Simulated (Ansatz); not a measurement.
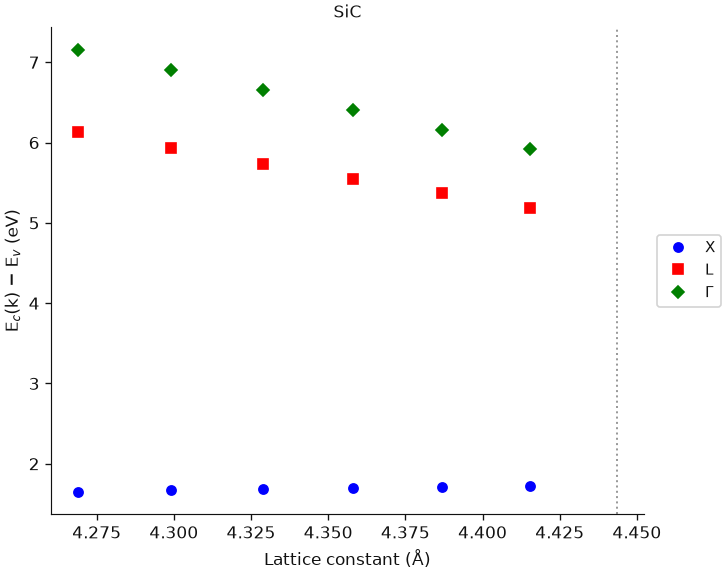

Lowest conduction level at each named k point, counted from the valence-band top at Γ. One run is left out (dotted line).

System: zincblende SiC, space group F-43m (No. 216), 2 atoms in the primitive cell. The cell is scaled uniformly. Ansatz 0.2.0; BLYP with D4 dispersion, Ansatz PAW, no spin polarisation, no spin-orbit coupling, 10×10×10 k mesh, 420 eV cutoff, Fermi-Dirac smearing of 0.05 eV.

| cell | X (eV) | L (eV) | Γ (eV) |
| --- | --- | --- | --- |
| a = 4.269 Å | 1.65 | 6.13 | 7.16 |
| a = 4.299 Å | 1.67 | 5.93 | 6.90 |
| a = 4.329 Å | 1.69 | 5.74 | 6.65 |
| a = 4.358 Å | 1.70 | 5.55 | 6.40 |
| a = 4.387 Å | 1.72 | 5.37 | 6.16 |
| a = 4.415 Å | 1.73 | 5.19 | 5.93 |

**Fill in the row for a = 4.443 Å.**

Fits through the other points against the logarithm of the volume give 1.74 eV at X, 5.01 eV at L and 5.69 eV at Γ (straight lines). The run itself gives 1.74, 5.02 and 5.70 eV, within 0.01 eV of the estimates.

**What are the deformation potentials dE/d ln V?**

Straight lines against ln V have slopes of +0.7 eV at X, −9.3 eV at L and −12.2 eV at Γ.

The PAW data sets were made with another functional. LDA, GGA and most meta-GGA functionals understate gaps.
